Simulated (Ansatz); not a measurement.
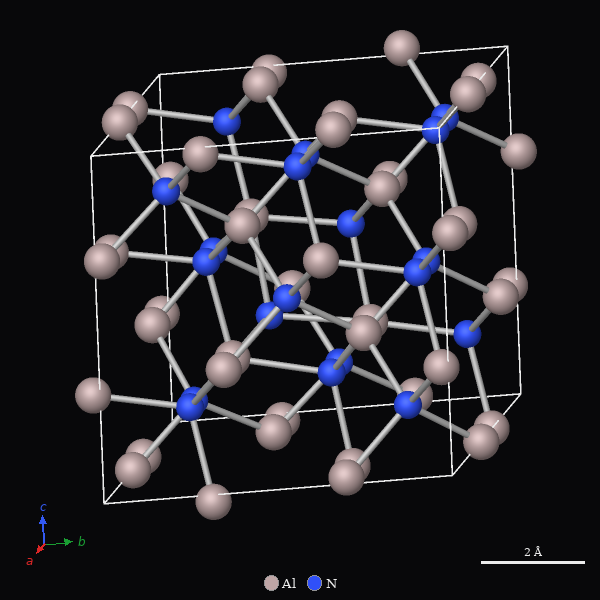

Ball-and-stick representation of a periodic structure, projected slightly off an axis. The supercell is outlined; an atom on or near a face, edge or corner is repeated at each equivalent position. The host is AlN, in a cell of 36 sites, and the cell is neutral.

### Which defect is modelled here, and what are its neighbours?

An interstitial nitrogen atom. It is bonded to three Al in a trigonal pyramidal arrangement at about 2.0 Å.

Calculation details: DFT PBE, scalar-relativistic, plane waves, PAW (Ansatz); cutoff 420 eV, k-points on a 2×2×2 grid, Gaussian smearing of 0.02 eV, collinear spins.

### Is a magnetic moment found?

Yes, 3.0 μB in the cell.

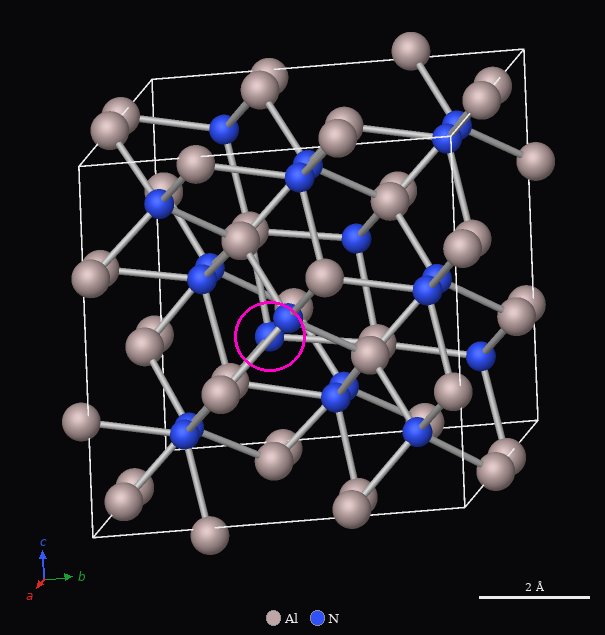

The same cell with a ring at the defect's site.

The atoms were relaxed in the host's cell with DFT PBE, scalar-relativistic, plane waves, PAW (Ansatz 0.2.0).
